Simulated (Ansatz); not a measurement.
# A defect in a wire: Ta wire along [111], 4 atoms a period, H placed on top of one Ta, part 2 of 4

Wanted: the relaxed defect and the transmission past it, beside the channels of the perfect wire.

Ansatz 0.2.0; DFT PBE, plane waves, PAW; relaxation of a wire's period (the session's first sound run).

So far. Step 2 (The relaxed wire): The cell's length comes to 3.159 Å with spin left out. 2 contacts a cell pass between under 1.1 and over 1.27 times the sum of covalent radii, so the wire has rearranged from the shape that names it.

### 3. Bands of the perfect wire

This step: DFT PBE, plane waves, PAW; channels and complex bands of a perfect wire (Ansatz 0.2.0).

At the relaxed period the Bloch states of the perfect wire are found at each energy: those that move forward count the open channels, and those that decay describe how a disturbance dies away inside the wire itself. An energy step of 0.035 eV is under the 0.039 eV that the program asks for its thermal average at 300 K.

Input file input.yaml:

```yaml
crystal:
  lattice:
    - [11.495, 0.0, 0.0]
    - [0.0, 9.511, 0.0]
    - [0.0, 0.0, 3.1594162099]
  atoms:
    - { symbol: Ta, position: [0.369471078, 0.499987838, 0.0] }
    - { symbol: Ta, position: [0.500008222, 0.342111337, 0.499977755] }
    - { symbol: Ta, position: [0.500008222, 0.657864339, 0.500022245] }
    - { symbol: Ta, position: [0.630545366, 0.499987838, 0.0] }
kpoints:
  mp_grid: { grid: [1, 1, 26] }
scf:
  occupations: { method: fermi_dirac, width: 0.05 }
hamiltonian:
  xc: pbe
output:
  transmission:
    e_range: [-1.26, 1.26]
    de: 0.035
    kmesh: [1, 1]
    reduced_basis: true
    leads: [[0, 0]]
basis:
  ecutwfc: "350 eV"
```

Launch:

```bash
ansatz run input.yaml --threads 4 --pin off --max-ram 16384MiB --backend cpu --events-out ev --progress --plain --runs-dir out
```

Numbers of over 12 decimals in the logs are rounded to 6 here.

Output:

```text
Warning: basis.ecutwfc = 350 eV is below the records' recommended 420 eV, and the density's cutoff is lower with it unless basis.ecutrho_ratio is high enough to keep the records' density cutoff: compare with a run at a higher cutoff
[...]
Crystal: 4 atoms, lattice volume = 345.416 Å³
Basis set: ecut = 350 eV, 5115 PW (Γ)
Bands: 32, of which v1, the nominal top of the filled ones, is band 26 counted from 1 (25 counted from 0)
Symmetry: 4 space group operations
[...]
k-points: 14 of 26
[...]
SCF iter   1: F=—  HF=-39721.184627 eV  |F-HF|=—  |Δ(HF+E_count)|=         —  Δρ=4.33e-3  dr2=1.70e-1  ethr=1.77e-3  ⟨swp⟩=7.8  Hψ=2115  notcnv=0
[...]
SCF iter   8: F=-39721.182347 eV  HF=-39721.182347 eV  |F-HF|=6.57e-9  |Δ(HF+E_count)|=   2.33e-7  Δρ=2.11e-6  dr2=3.33e-8  ethr=1.92e-10  ⟨swp⟩=6.8  Hψ=1404  notcnv=0
SCF 1 converged in 8 iterations: F = -39721.182347 eV  dr2 = 3.33e-8
[...]
transmission: 4 of 24 steps passed
transmission: 8 of 24 steps passed
[...]
transmission: 24 of 24 steps passed
SCF converged after 8 iterations
Free energy (F): -39721.182347 eV
[...]
Internal energy: -39721.141213 eV  (E = F + TS)
E sigma→0 (E₀):  -39721.161780 eV
Entropy (-TS):   -0.041134 eV (-10.283 meV/atom)
Fermi energy:    1.406598 eV
[...]
--- Band table (eV; the first three rows and the last of 14) ---
  k-point 0: bands = [... 22 lower, 0.3363, 0.3941, 1.0302, 1.1428, 1.1900, 2.0846, 2.2171, 2.2534, ... 2 higher]
  k-point 1: bands = [... 22 lower, 0.3004, 0.3540, 1.0969, 1.1576, 1.2052, 2.1055, 2.1955, 2.2971, ... 2 higher]
  k-point 2: bands = [... 22 lower, 0.2024, 0.2462, 0.9727, 1.2499, 1.4232, 2.1667, 2.1835, 2.3987, ... 2 higher]
  k-point 13: bands = [... 22 lower, 0.0233, 0.0257, 0.8250, 0.8362, 2.1369, 2.1717, 3.0716, 3.0767, ... 2 higher]
--- Transmission ---
  basis      : 795 plane waves across, 4 finite elements along
  points     : 1, standing for a mesh of 1 x 1
  filling    : by the input's occupations and mesh, since the crystals that have channels conduct as metals do. If one of these is a semiconductor, that mesh has misplaced its level
  energies   : 73 from -1.260000 to 1.260000 eV about the Fermi level, 0.035000 eV apart; the leads are filled to 0.000000 eV, and channels, transmission and decay are at 0.000000 eV
  crystal 0  : Ta4, at the sites [0, 0], period 3.1594 Å: whole cells are its period
    offset         : up to 0.0000 Å between an atom of the period and one for which it stands
    filled         : 15.1 meV under the level at which it is neutral
    channels       : 3.000000e0 a spin
    conductance    : 2.2752e14 S/m² at 300 K; may be off by some 0.0 % by where its bands' edges are placed, 4.2 % from the distance to neutral
```

The job ended after 92 s (4 threads of Arm Neoverse V1, shared host; peak memory 1.2 GiB; 5.4 min of CPU time).

This step gave:

```
energy at zero smearing                                  : -39721.1618 eV
channels at the energy nearest the Fermi level, one spin : 3
conductance of the lead as this run defines it           : 3.210 G₀
band gap                                                 : 0 eV
```

Open channels of the lead, one spin against energy, zero at the Fermi level:

| energy (eV) | open channels of the lead, one spin |
| --- | --- |
| -1.2600 | 7 |
| -1.0150 | 5 |
| -0.7350 | 4 |
| -0.4900 | 4 |
| -0.2450 | 2 |
| 0.0000 | 3 |
| 0.2450 | 5 |
| 0.4900 | 5 |
| 0.7350 | 5 |
| 1.0150 | 5 |
| 1.2600 | 6 |

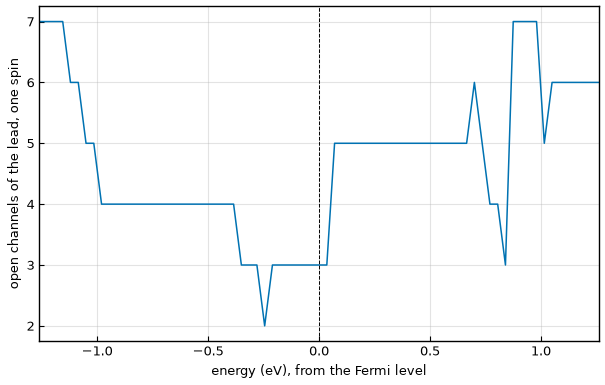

Open channels of the lead, one spin, plotted against energy.

The slowest values at each energy, most degenerate partners merged, listed up to 1.5 1/Å. The Im kz of the slowest decaying states by energy, zero at the Fermi level:

| energy (eV) | decay 1 (Å⁻¹) | decay 2 (Å⁻¹) | decay 3 (Å⁻¹) | decay 4 (Å⁻¹) |
| --- | --- | --- | --- | --- |
| -1.2600 | 0.166 | 0.169 | 0.525 | 0.594 |
| -1.0150 | 0.0635 | 0.0921 | 0.187 | 0.190 |
| -0.7350 | 0.0869 | 0.179 | 0.186 | 0.190 |
| -0.4900 | 0.0618 | 0.171 | 0.176 | 0.222 |
| -0.2450 | 0.0481 | 0.0861 | 0.104 | 0.138 |
| 0.0000 | 0.0631 | 0.0857 | 0.143 | 0.167 |
| 0.2450 | 0.0957 | 0.177 | 0.214 | 0.227 |
| 0.4900 | 0.111 | 0.191 | 0.201 | 0.223 |
| 0.7350 | 0.0189 | 0.0750 | 0.116 | 0.160 |
| 1.0150 | 0.0285 | 0.124 | 0.129 | 0.187 |
| 1.2600 | 0.164 | 0.165 | 0.180 | 0.183 |

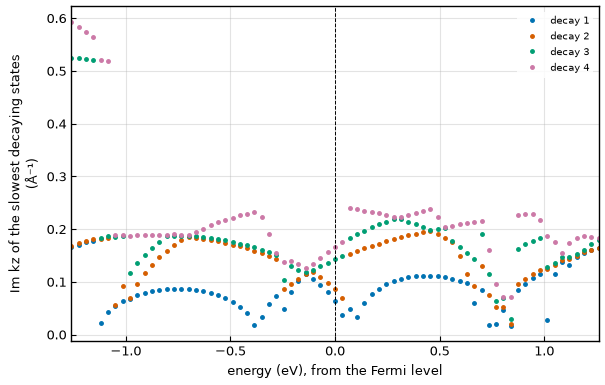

Im kz of the slowest decaying states, plotted against energy.

By hand: the program gives 2.2752 × 10^14 S/m² over the cell's cross-section of 109.33 Å² = 1.093 × 10^-18 m², so one cell conducts 2.487 × 10^-4 S. Divided by G0 = 2e²/h = 7.748 × 10^-5 S this is 3.21 G0, a resistance of 4.02 kΩ.

At the computed energy nearest the Fermi level there are 3 channels a spin, and the thermal average gives 3.21 G₀.

[end of part 2 of 4]

[Logs are printed without paths, hosts, clocks, repeated set-up lines and the standing remarks that a program may print on its own settings, such as how far it seeks lower states.]

[Hosts, paths, dates, database ids (printed as entryN), source tags and the programs' standing remarks are cut or masked in the printed files.]
